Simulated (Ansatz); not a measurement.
C: several calculations on one system

## 1. Vibrations

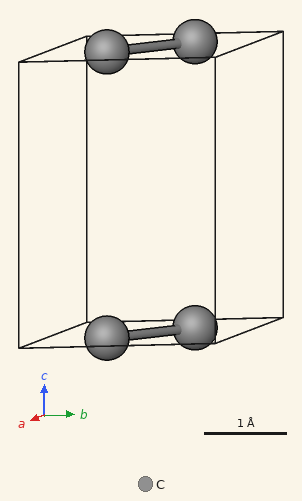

Normal modes of a crystal of C, space group P6/mmm (No. 191), at the zone centre. Style: ball-and-stick. Shown: the cell of the calculation, slightly off an axis.

These are results of DFT PBE+D3(BJ), scalar-relativistic, plane waves, PAW in Ansatz, not measurements.

Input file:
```yaml
crystal:
  lattice:
    - [2.4647511537, 0.0, 0.0]
    - [-1.2323755769, 2.1345371131, 0.0]
    - [0.0, 0.0, 3.5665180227]
  atoms:
    - { symbol: C, position: [0.3333333333, 0.6666666667, 0.0] }
    - { symbol: C, position: [0.6666666667, 0.3333333333, 0.0] }
basis:
  ecutwfc: 420
kpoints:
  mp_grid: { grid: [18, 18, 12] }
hamiltonian:
  xc: pbe
  dispersion: d3bj
scf:
  occupations: { method: fermi_dirac, width: 0.15 }
output:
  eigenvalues: true
phonons:
  method: dfpt
  eigenvectors: true
```

Command:
```bash
ansatz run input.yaml --threads 1 --pin off --max-ram 3072MiB --backend cpu --events-out ev --progress --plain --runs-dir out
```

The frequencies depend somewhat on the k-mesh and the smearing.

Question: Give the spectrum at this point.

Answer: The calculation's cell holds 2 atoms, so there are 3 optical modes, in 2 levels. The optical modes span B₁g + E₂g. No level is unstable.

```
level  symmetry  frequency (cm⁻¹)      activity
    1       B₁g               872        silent
    2       E₂g              1562  Raman-active
```

The displacement patterns (one member of each degenerate set):

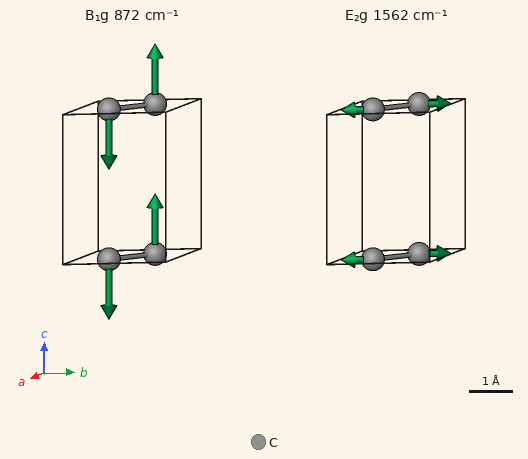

## 2. One mode

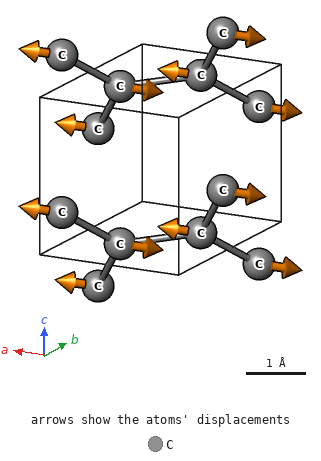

One vibrational mode of a crystal of C relaxed at 8 GPa at the zone centre. Displacements are drawn as orange arrows; their common scale and sign are arbitrary. The picture is a ball-and-stick view of the cell of the calculation, seen from a free direction.

These are results of Ansatz, DFT PBE+D3(BJ), scalar-relativistic, plane waves, PAW, not measurements. (plane-wave cutoff 420 eV; k-point mesh 18 × 18 × 12; occupations fermi dirac; smearing width 0.15 eV; target pressure 8 GPa; no spin polarisation)

The frequencies depend somewhat on the k-mesh and the smearing.

### Give the symmetry, activity and frequency of this mode.

This is the E₂g mode (doubly degenerate; one member of the set is drawn) at 1582 cm⁻¹, the highest optical level, Raman-active by symmetry. All motion is along a; atoms of one kind move against one another, with no net shift of their sublattice; it stretches the shortest C–C bonds (1.41 Å).

## 3. Softest mode

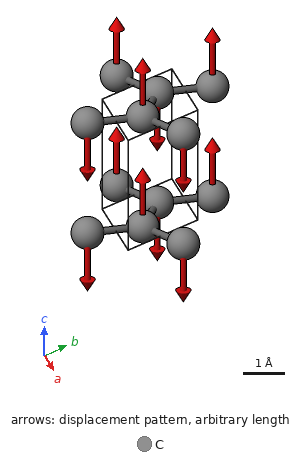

The lowest optical mode of solid C relaxed at 15 GPa, space group P6/mmm (No. 191), at the zone centre. The red arrows give the relative displacements of the atoms. A ball-and-stick model of the cell of the calculation, seen from a free direction.

Method: DFT PBE+D3(BJ), scalar-relativistic, plane waves, PAW in Ansatz 0.2.0.

Input file:
```yaml
crystal:
  lattice:
    - [2.4390978704, 0.0, 0.0]
    - [-1.2195489352, 2.112320718, 0.0]
    - [0.0, 0.0, 2.9954701805]
  atoms:
    - { symbol: C, position: [0.3333333333, 0.6666666667, 0.0] }
    - { symbol: C, position: [0.6666666667, 0.3333333333, 0.0] }
basis:
  ecutwfc: 420
kpoints:
  mp_grid: { grid: [18, 18, 12] }
hamiltonian:
  xc: pbe
  dispersion: d3bj
scf:
  occupations: { method: fermi_dirac, width: 0.15 }
output:
  eigenvalues: true
phonons:
  method: dfpt
  eigenvectors: true
```

Launched with:
```bash
ansatz run input.yaml --threads 1 --pin off --max-ram 3072MiB --backend cpu --events-out ev --progress --plain --runs-dir out
```

The frequencies depend somewhat on the k-mesh and the smearing.

Is the structure stable against all modes at this point?

Answer. Yes: this softest mode has a real frequency, and so have all others here. That speaks for this wave vector alone: the rest of the zone wasn't checked in this run. This is the B₁g mode at 26.2 THz, the lowest optical level, silent by symmetry (neither infrared- nor Raman-active). All motion is along c; atoms of one kind move against one another, with no net shift of their sublattice; the C–C bond lengths don't change to first order, so for these it is a bending, tilting or sliding motion.

## 4. Softest mode

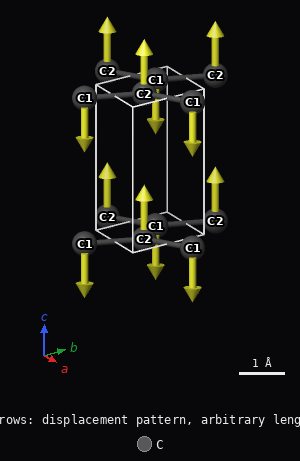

The lowest optical mode of crystalline C relaxed at 3 GPa, space group P6/mmm (No. 191), at the zone centre. The yellow arrows are the displacements of the atoms (eigenvector over the root of the mass), of arbitrary overall length and sign. Style: ball-and-stick. Shown: the cell of the calculation, slightly off an axis.

Level of theory: Ansatz 0.2.0, DFT PBE+D3(BJ), scalar-relativistic, plane waves, PAW.

The input:
```yaml
crystal:
  lattice:
    - [2.4585135071, 0.0, 0.0]
    - [-1.2292567536, 2.1291351527, 0.0]
    - [0.0, 0.0, 3.3401770879]
  atoms:
    - { symbol: C, position: [0.3333333333, 0.6666666667, 0.0] }
    - { symbol: C, position: [0.6666666667, 0.3333333333, 0.0] }
basis:
  ecutwfc: 420
kpoints:
  mp_grid: { grid: [18, 18, 12] }
hamiltonian:
  xc: pbe
  dispersion: d3bj
scf:
  occupations: { method: fermi_dirac, width: 0.15 }
output:
  eigenvalues: true
phonons:
  method: dfpt
  eigenvectors: true
```

Command:
```bash
ansatz run input.yaml --threads 1 --pin off --max-ram 3072MiB --backend cpu --events-out ev --progress --plain --runs-dir out
```

The frequencies depend somewhat on the k-mesh and the smearing.

Is the structure stable against all modes at this point?

Answer. Yes: this softest mode has a real frequency, and so have all others here. That speaks for this wave vector alone: the rest of the zone wasn't checked in this run. This is the B₁g mode at 872 cm⁻¹, the lowest optical level, silent by symmetry (neither infrared- nor Raman-active). All motion is along c; atoms of one kind move against one another, with no net shift of their sublattice; the C–C bond lengths don't change to first order, so for these it is a bending, tilting or sliding motion.
